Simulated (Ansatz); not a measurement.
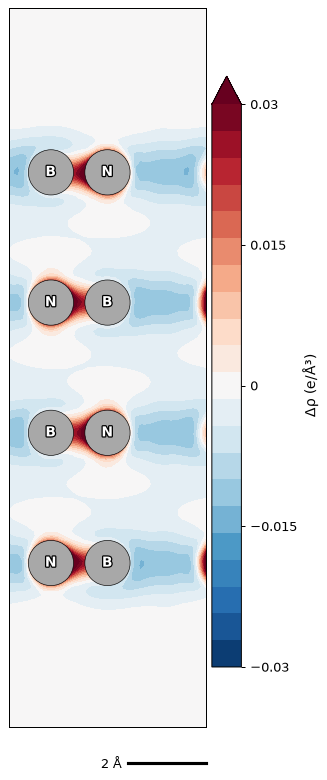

BN (slab). Difference of the valence pseudo-densities of two functionals at the same geometry, on the (110) plane of the calculation cell, a cut from vacuum to vacuum: BLYP less PBEsol.

Both computed with Ansatz (plane waves, PAW), on the same k-point mesh. Grey discs cover the atomic cores.

Where does the change of functional move the electrons?

Against PBEsol, BLYP gives a change of +0.029 e/Å³ at the midpoint of B–N.
